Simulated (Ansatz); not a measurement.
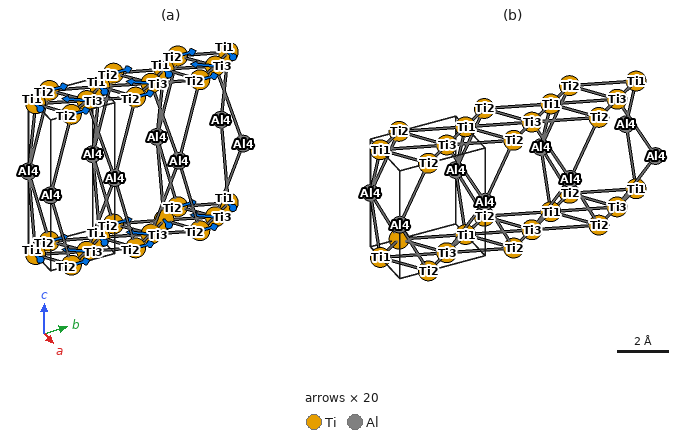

The structure of crystalline Ti3Al (a generated structure, set up in P-62m) (coarse preliminary run) before (left) and after (right) a relaxation, at one scale. The blue arrows give the displacements (the part carried along by the change of the cell is left out), 20 times their true length.

The picture is a ball-and-stick view of the cell of the calculation, repeated 1 × 3 × 1 with one cell outlined, seen slightly off an axis.

Theory: DFT PBE, scalar-relativistic, plane waves, PAW (Ansatz).

Input file:
```yaml
crystal:
  lattice:
    - [3.5831262, 0.0, 0.0]
    - [-1.7915631, 3.10307832, 0.0]
    - [0.0, 0.0, 6.26768125]
  atoms:
    - { symbol: Ti, position: [0.32413756, 0.0, 0.0] }
    - { symbol: Ti, position: [0.0, 0.32413756, 0.0] }
    - { symbol: Ti, position: [0.67586244, 0.67586244, 0.0] }
    - { symbol: Al, position: [0.0, 0.0, 0.5] }
basis:
  ecutwfc: 420
kpoints:
  mp_grid: { grid: [6, 6, 4] }
hamiltonian:
  xc: pbe
scf:
  occupations: { method: gaussian, width: 0.1 }
  lower_state_search: "off"
output:
  forces: true
  stress: true
  eigenvalues: true
relax:
  adjacent_minimum: "off"
  f_tol: 0.04
  max_steps: 70
  cell: { stress_tol: 0.4 }
```

Command:
```bash
ansatz run input.yaml --threads 1 --pin off --max-ram 2560MiB --backend cpu --events-out ev --progress --plain --runs-dir out
```

> Summarise the run.

Over 12 accepted moves (14 points after the start) the energy falls by 2347 meV per atom. Largest force component: 2.1 eV/Å at the start, 0.014 eV/Å at the end. Pressure: 47.23 GPa at the start and −0.01 GPa at the end. At 2 points the geometry stayed and the basis and grid were re-selected for the new cell (energy shift of 95.5 meV per atom at most each time). The largest moves relative to the cell, 0.053 Å, are those of Ti1, Ti2 and Ti3. Ti3 goes along [−1 −1 0]. Al stays in place. The drawn cell changes as follows: a = b 3.583 → 4.755 Å (+32.7 %), c 6.268 → 4.476 Å (−28.6 %); the volume changes by +25.8 %. Some distances before and after: Ti1–Ti2 2.012 → 2.762 Å, Ti1–Ti2 (another image) 2.098 → 2.737 Å, Ti1–Al4 3.342 → 2.748 Å. Bond angles that change, for instance: Ti1–Al4–Ti1 139.3° → 109.1°, Ti1–Al4–Ti2 160.0° → 146.3°. The space group stays P-62m (No. 189).
